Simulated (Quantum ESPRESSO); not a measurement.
# SiC(110), H on both faces, stepped through the number of layers, part 4 of 11

Aim: how the results for SiC(110), H on both faces change with the number of layers.

Quantum ESPRESSO 7.5; plane-wave DFT, PBE, GBRV ultrasoft pseudopotentials.

So far. Step 2 (Relaxing cell and ions of the reference):  The last row is no step: it is a fresh SCF in the final cell with a new plane-wave basis, +0 meV from the row before. Step 4 (Relaxation with pw.x, 3 layers): The relaxation lowers the energy by 6 meV an atom.

**5. Self-consistent run, 3 layers**

A run with the dipole correction and no field is the reference.

Input file m0.f0.in:

```
&control
  prefix = 'm0.f0'
  outdir = './out'
  pseudo_dir = './pseudo'
  calculation = 'scf'
  tprnfor = .true.
  tefield = .true.
  dipfield = .true.
/
&system
  ibrav = 0
  nat = 10
  ntyp = 3
  ecutwfc = 40
  ecutrho = 200
  occupations = 'smearing'
  smearing = 'fd'
  degauss = 0.002
  edir = 3
  emaxpos = 0.97
  eopreg = 0.04
  eamp = 0.0
  nbnd = 18
/
&electrons
  conv_thr = 1e-09
  mixing_beta = 0.4
  electron_maxstep = 120
  mixing_mode = 'plain'
/
ATOMIC_SPECIES
  H   1.0080  h_pbe_v1.4.uspp.F.UPF
  Si  28.0850  si_pbe_v1.uspp.F.UPF
  C   12.0110  c_pbe_v1.2.uspp.F.UPF
CELL_PARAMETERS angstrom
  4.37818550200000 0.00000000000000 0.00000000000000
  0.00000000000000 3.09619996900000 0.00000000000000
  0.00000000000000 0.00000000000000 21.49118811849718
ATOMIC_POSITIONS crystal
  H   0.812603640900 0.000000000000 0.370695322200
  H   0.388094812400 0.500000000000 0.386931282400
  Si  0.004704236200 0.000000000000 0.428724280400
  C   0.245955390000 0.500000000000 0.429530120200
  Si  0.503686055400 0.500000000000 0.500000000000
  C   0.751327194600 0.000000000000 0.500000000000
  Si  0.004704236200 0.000000000000 0.571275719600
  C   0.245955390000 0.500000000000 0.570469879800
  H   0.388094812400 0.500000000000 0.613068717600
  H   0.812603640900 0.000000000000 0.629304677800
K_POINTS automatic
  4 8 1 0 0 0
```

Run with:

```sh
> OMP_NUM_THREADS=1 mpirun -n 4 pw.x -nk 2 -in m0.f0.in > m0.f0.out
```

The log of the run:

```text
[banner, memory and clock lines left out]
Program PWSCF v.7.5 starts
[citation notice left out]

[...]
bravais-lattice index     =            0
     lattice parameter (alat)  =       8.2736  a.u.
     unit-cell volume          =    1965.9849 (a.u.)^3
     number of atoms/cell      =           10
     number of atomic types    =            3
     number of electrons       =        28.00
     number of Kohn-Sham states=           18
     kinetic-energy cutoff     =      40.0000  Ry
     charge density cutoff     =     200.0000  Ry
     scf convergence threshold =      1.0E-09
     mixing beta               =       0.4000
     number of iterations used =            8  plain     mixing
     Exchange-correlation= SLA  PW   PBE  PBE
                           (   1   4   3   4   0   0   0)

[...]
PseudoPot. # 1 for H  read from file:
     ./pseudo/h_pbe_v1.4.uspp.F.UPF
     Pseudo is Ultrasoft, Zval =  1.0
     Generated by new atomic code, or converted to UPF format
     Using radial grid of  615 points,  2 beta functions with:
                l(1) =   0
                l(2) =   0
     Q(r) pseudized with  8 coefficients,  rinner =    0.700

     PseudoPot. # 2 for Si read from file:
     ./pseudo/si_pbe_v1.uspp.F.UPF
     Pseudo is Ultrasoft + core correction, Zval =  4.0
     Generated by new atomic code, or converted to UPF format
     Using radial grid of  899 points,  6 beta functions with:
                l(1) =   0
                l(2) =   0
                l(3) =   1
                l(4) =   1
                l(5) =   2
                l(6) =   2
     Q(r) pseudized with  8 coefficients,  rinner =    0.900   0.900   0.900
                                                       0.900   0.900

     PseudoPot. # 3 for C  read from file:
     ./pseudo/c_pbe_v1.2.uspp.F.UPF
     Pseudo is Ultrasoft + core correction, Zval =  4.0
     Generated by new atomic code, or converted to UPF format
     Using radial grid of  721 points,  4 beta functions with:
                l(1) =   0
                l(2) =   0
                l(3) =   1
                l(4) =   1
     Q(r) pseudized with  8 coefficients,  rinner =    1.100   1.100   1.100

     atomic species   valence    mass     pseudopotential
     H                 1.00     1.00800     H ( 1.00)
     Si                4.00    28.08500     Si( 1.00)
     C                 4.00    12.01100     C ( 1.00)

     No symmetry found

[...]
number of k points=    18  Fermi-Dirac smearing, width (Ry)=  0.0020
[...]
Dense  grid:    93893 G-vectors     FFT dimensions: (  40,  27, 192)

     Smooth grid:    67201 G-vectors     FFT dimensions: (  36,  24, 180)

     Initial potential from superposition of free atoms

     starting charge      27.9978, renormalised to      28.0000

     negative rho (up, down):  8.929E-04 0.000E+00

     Adding external electric field

     Computed dipole along edir(3) :
        Dipole                0.0000 Ry au,          0.0000 Debye
        Dipole field          0.0000 Ry au,

        Potential amp.       -0.0000 Ry
        Total length         38.9880 bohr

     Starting wfcs are   28 randomized atomic wfcs

     per-process dynamical memory:    46.9 Mb

     Self-consistent Calculation

     iteration #  1     ecut=    40.00 Ry     beta= 0.40
     Davidson diagonalization with overlap
     ethr =  1.00E-02,  avg # of iterations =  3.3

     negative rho (up, down):  7.883E-04 0.000E+00

     Adding external electric field

     Computed dipole along edir(3) :
        Dipole               -0.0000 Ry au,         -0.0001 Debye
        Dipole field         -0.0000 Ry au,

        Potential amp.        0.0000 Ry
        Total length         38.9880 bohr

     total energy              =     -67.78544896 Ry
     estimated scf accuracy    <       1.62416231 Ry

     iteration #  2     ecut=    40.00 Ry     beta= 0.40
[...]
negative rho (up, down):  8.838E-04 0.000E+00

[...]
Dipole                0.0003 Ry au,          0.0008 Debye
[...]
total energy              =     -68.02207397 Ry
     estimated scf accuracy    <       0.10821448 Ry

     iteration #  3     ecut=    40.00 Ry     beta= 0.40
[...]
negative rho (up, down):  1.006E-03 0.000E+00

[...]
Dipole               -0.0008 Ry au,         -0.0020 Debye
[...]
total energy              =     -68.02432535 Ry
     estimated scf accuracy    <       0.02768333 Ry

     iteration #  4     ecut=    40.00 Ry     beta= 0.40
[...]
negative rho (up, down):  1.081E-03 0.000E+00

[...]
Dipole                0.0006 Ry au,          0.0016 Debye
[...]
total energy              =     -68.02625886 Ry
     estimated scf accuracy    <       0.00182409 Ry

     iteration #  5     ecut=    40.00 Ry     beta= 0.40
[...]
c_bands:  1 eigenvalues not converged
     c_bands:  1 eigenvalues not converged
     c_bands:  1 eigenvalues not converged
[...]
negative rho (up, down):  1.107E-03 0.000E+00

[...]
Dipole               -0.0017 Ry au,         -0.0043 Debye
[...]
total energy              =     -68.02661948 Ry
     estimated scf accuracy    <       0.00016060 Ry

     iteration #  6     ecut=    40.00 Ry     beta= 0.40
[...]
negative rho (up, down):  1.122E-03 0.000E+00

[...]
Dipole                0.0011 Ry au,          0.0029 Debye
[...]
total energy              =     -68.02668048 Ry
     estimated scf accuracy    <       0.00003732 Ry

[...]
iteration # 11     ecut=    40.00 Ry     beta= 0.40
[...]
negative rho (up, down):  1.144E-03 0.000E+00

[...]
Dipole               -0.0000 Ry au,         -0.0000 Debye
[...]
total energy              =     -68.02668787 Ry
     estimated scf accuracy    <          2.6E-09 Ry

     iteration # 12     ecut=    40.00 Ry     beta= 0.40
[...]
negative rho (up, down):  1.145E-03 0.000E+00

[...]
Dipole                0.0000 Ry au,          0.0000 Debye
[...]
total energy              =     -68.02668787 Ry
     estimated scf accuracy    <          8.2E-09 Ry

     iteration # 13     ecut=    40.00 Ry     beta= 0.40
[...]
negative rho (up, down):  1.145E-03 0.000E+00

[...]
Dipole                0.0000 Ry au,          0.0000 Debye
[...]
total energy              =     -68.02668787 Ry
     estimated scf accuracy    <          2.1E-09 Ry

     iteration # 14     ecut=    40.00 Ry     beta= 0.40
[...]
negative rho (up, down):  1.146E-03 0.000E+00

[...]
Dipole               -0.0000 Ry au,         -0.0000 Debye
[...]
End of self-consistent calculation

          k = 0.0000 0.0000 0.0000 (  8423 PWs)   bands (ev):

   -16.2817 -14.4051 -12.5143  -9.1262  -8.0480  -7.8879  -6.4224  -5.5554
    -5.5182  -4.3023  -2.9230  -2.8992  -2.7754  -1.9077   0.9695   2.3547
     2.6066   3.0810

          k = 0.0000 0.1768 0.0000 (  8378 PWs)   bands (ev):

   -16.0875 -14.2362 -12.4168  -9.0279  -8.0424  -7.7539  -6.2829  -5.5414
    -5.4483  -5.2360  -3.6642  -3.0592  -2.7913  -2.6380   1.5521   2.8296
     2.9544   3.4156

[...]
the Fermi energy is    -0.3887 ev

!    total energy              =     -68.02668787 Ry
     estimated scf accuracy    <          5.2E-11 Ry
     smearing contrib. (-TS)   =       0.00000000 Ry
     internal energy E=F+TS    =     -68.02668787 Ry

     The total energy is F=E-TS. E is the sum of the following terms:
     one-electron contribution =    -754.49977289 Ry
     hartree contribution      =     383.56828620 Ry
     xc contribution           =     -27.05186865 Ry
     ewald contribution        =     329.95666746 Ry
     electric field correction =       0.00000000 Ry

     convergence has been achieved in  14 iterations

     negative rho (up, down):  1.146E-03 0.000E+00

     Forces acting on atoms (cartesian axes, Ry/au):

     atom    1 type  1   force =     0.00004454   -0.00000000    0.00000902
     atom    2 type  1   force =     0.00004239   -0.00000000   -0.00007044
     atom    3 type  2   force =    -0.00051258    0.00000000    0.00002416
     atom    4 type  3   force =     0.00030455    0.00000000    0.00024139
     atom    5 type  2   force =     0.00031185   -0.00000000    0.00000001
     atom    6 type  3   force =    -0.00006970    0.00000001    0.00000047
     atom    7 type  2   force =    -0.00051258    0.00000000   -0.00002439
     atom    8 type  3   force =     0.00030455   -0.00000000   -0.00024116
     atom    9 type  1   force =     0.00004241   -0.00000000    0.00007020
     atom   10 type  1   force =     0.00004457   -0.00000000   -0.00000926

     Total force =     0.000974     Total SCF correction =     0.000007

[...]
```

Elapsed: 26 s, on 4 MPI ranks of Arm Neoverse V1, shared host; peak memory 0.41 GiB; 1.7 min of CPU time.

This step gave:

* Fermi energy: -0.3887 eV
* dipole along the normal: 0 e·Å
* valence top, on the run's zero: -1.908 eV
* conduction bottom, on the run's zero: 0.8340 eV
* gap by band count: 2.742 eV

**6. Electrostatic potential, 3 layers**

plot_num = 11 writes the bare and Hartree potential, from which vacuum levels or, in a crystal, the mean potential are read.

Input file m0.f0.pot.in:

```
&inputpp
  prefix = 'm0.f0'
  outdir = './out'
  filplot = 'm0.f0.pot.dat'
  plot_num = 11
/
```

Run with:

```sh
> OMP_NUM_THREADS=1 mpirun -n 4 pp.x -in m0.f0.pot.in > m0.f0.pot.out
```

The log of the run:

```text
[banner, memory and clock lines left out]
Program POST-PROC v.7.5 starts

          URL

     ./out/m0.f0.save/

     IMPORTANT: XC functional enforced from input :
     Exchange-correlation= PBE
                           (   1   4   3   4   0   0   0)
     Any further DFT definition will be discarded
     Please, verify this is what you really want

     negative rho (up, down):  1.146E-03 0.000E+00

     Adding external electric field

     Computed dipole along edir(3) :
        Dipole               -0.0000 Ry au,         -0.0000 Debye
        Dipole field         -0.0000 Ry au,

        Potential amp.        0.0000 Ry
        Total length         38.9880 bohr

     Calling punch_plot, plot_num =  11

     Adding external electric field

     Computed dipole along edir(3) :
        Dipole               -0.0000 Ry au,         -0.0000 Debye
        Dipole field         -0.0000 Ry au,

        Potential amp.        0.0000 Ry
        Total length         38.9880 bohr

     Writing data to file  m0.f0.pot.dat
     Message from routine chdens:
     namelist plot not found or invalid, exiting
```

The job ended after 0.98 s (4 MPI ranks; peak memory 0.11 GiB).

Numbers from this step:

```
slope of the potential above                                          : -3.18e-7 eV/Å
upper vacuum line continued to the top atoms, over the valence top    : 5.258 eV
slope of the potential below                                          : -2.70e-6 eV/Å
lower vacuum line continued to the bottom atoms, over the valence top : 5.258 eV
vacuum level at the upper face over the valence top of the mesh       : 5.258 eV
vacuum level at the lower face over the valence top of the mesh       : 5.258 eV
```

Electrostatic potential energy of an electron, with the sawtooth; zero at the highest filled level of the SCF mesh. The potential energy, planar mean by z:

| z (Å) | potential energy, planar mean (eV) |
| --- | --- |
| 0 | 5.26 |
| 2 | 5.26 |
| 4 | 5.26 |
| 6 | 5.25 |
| 8 | 1.86 |
| 10 | -2.92 |
| 12 | -8.87 |
| 14 | 4.33 |
| 16 | 5.26 |
| 18 | 5.26 |
| 20 | 5.26 |

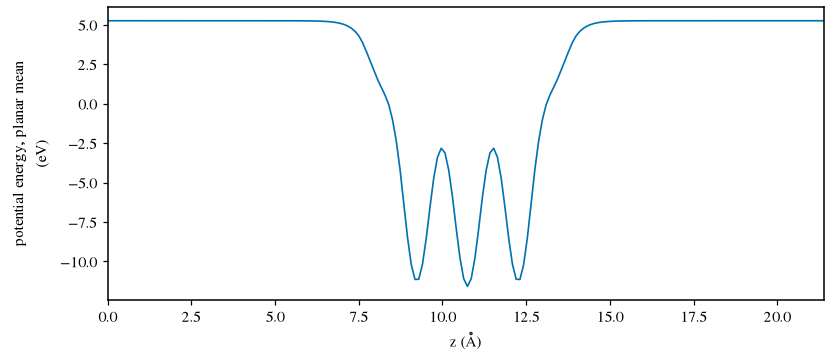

Potential energy, planar mean, plotted against z.

(Part 4 of 11 ends here.)

[Logs are printed without paths, hosts, clocks, repeated set-up lines and the standing remarks that a program may print on its own settings, such as how far it seeks lower states.]

[Hosts, paths, dates, database ids (printed as entryN), source tags and the programs' standing remarks are cut or masked in the printed files.]

[Maps of the electrostatic potential energy from Ansatz leave out the sawtooth potential of an applied field or a dipole correction, so their vacuum need not be flat; planar profiles and work functions include it.]
